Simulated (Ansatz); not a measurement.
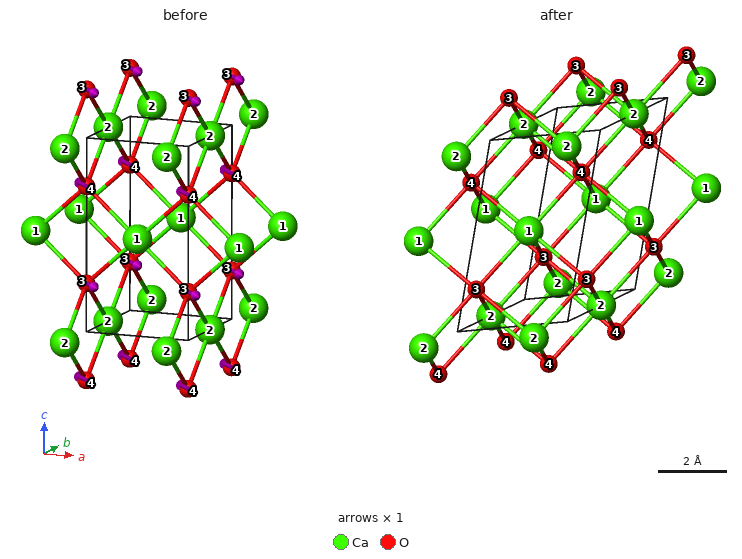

The structure of solid CaO (a generated structure, set up in C2/c) (coarse preliminary run) before (left) and after (right) a relaxation, at one scale. The purple arrows give the displacements (the part carried along by the change of the cell is left out), at their true length.

A ball-and-stick model of the cell of the calculation, seen slightly off an axis.

Case: Cu → Ca on all its sites, cell and atoms relaxed.

All numbers below come from DFT r2SCAN, scalar-relativistic, plane waves, PAW in Ansatz 0.2.0.

Input file:
```yaml
crystal:
  lattice:
    - [3.2889767031, 0.0013959324, -0.0001367406]
    - [0.0460248744, 3.2887418467, 1.118e-07]
    - [0.0197458433, 0.0197092032, 5.9189330309]
  atoms:
    - { symbol: Ca, position: [0.5, 0.0, 0.5] }
    - { symbol: Ca, position: [0.0, 0.5, 0.0] }
    - { symbol: O, position: [0.0015252935, 0.9984057309, 0.2499998059] }
    - { symbol: O, position: [0.9984747065, 0.0015942691, 0.7500001941] }
basis:
  ecutwfc: 500
kpoints:
  mp_grid: { grid: [6, 6, 4] }
hamiltonian:
  xc: r2scan
scf:
  occupations: { method: gaussian, width: 0.1 }
output:
  forces: true
  stress: true
  eigenvalues: true
relax:
  adjacent_minimum: "off"
  f_tol: 0.05
  max_steps: 60
  cell: { stress_tol: 0.5 }
```

Launched with:
```bash
ansatz run input.yaml --threads 1 --pin off --max-ram 2560MiB --backend cpu --events-out ev --progress --plain --runs-dir out
```

> Describe what moved and what it gained.

The run was cut off at its time limit before the program reported convergence, but its last step already meets the force threshold: the largest component is 0.0017 eV/Å against 0.05 eV/Å. The pressure is within 0.09 GPa of its target. The largest moves relative to the cell, 0.85 Å, are those of O3 and O4. O4 goes along [−1 1 0]. Ca stays in place. Cell: a = b 3.289 → 3.354 Å (+2.0 %), c 5.919 → 5.856 Å (−1.1 %), α 89.8° → 74.0°, β 89.8° → 74.0°, γ 89.2° → 60.9°. Volume −14.8 %. Among the contacts that change: Ca1–O3 3.936 → 2.402 Å, Ca1–Ca1 4.618 → 3.402 Å, Ca1–Ca2 3.766 → 3.391 Å, Ca1–O3 (another image) 2.212 → 2.402 Å. New bonds form: Ca1–O3 (3.94 → 2.40 Å), Ca1–O4 (3.94 → 2.40 Å), Ca2–O3 (3.94 → 2.40 Å), Ca2–O4 (3.94 → 2.40 Å). Bond angles that change, for instance: Ca1–O4–Ca2 117.5° → 180.0°, Ca1–O4–Ca2 116.7° → 89.8°, Ca1–O4–Ca2 116.1° → 90.5°. Within 0.06 Å the space group is Cccm at the start and I4/mmm at the end; at a tighter tolerance small leftover displacements or strains of the cell lower it. Over 13 geometry steps the energy falls by 2.351 eV per cell of the calculation. The largest force component goes from 0.012 to 0.0017 eV/Å. The pressure goes from 8.74 to −0.09 GPa.
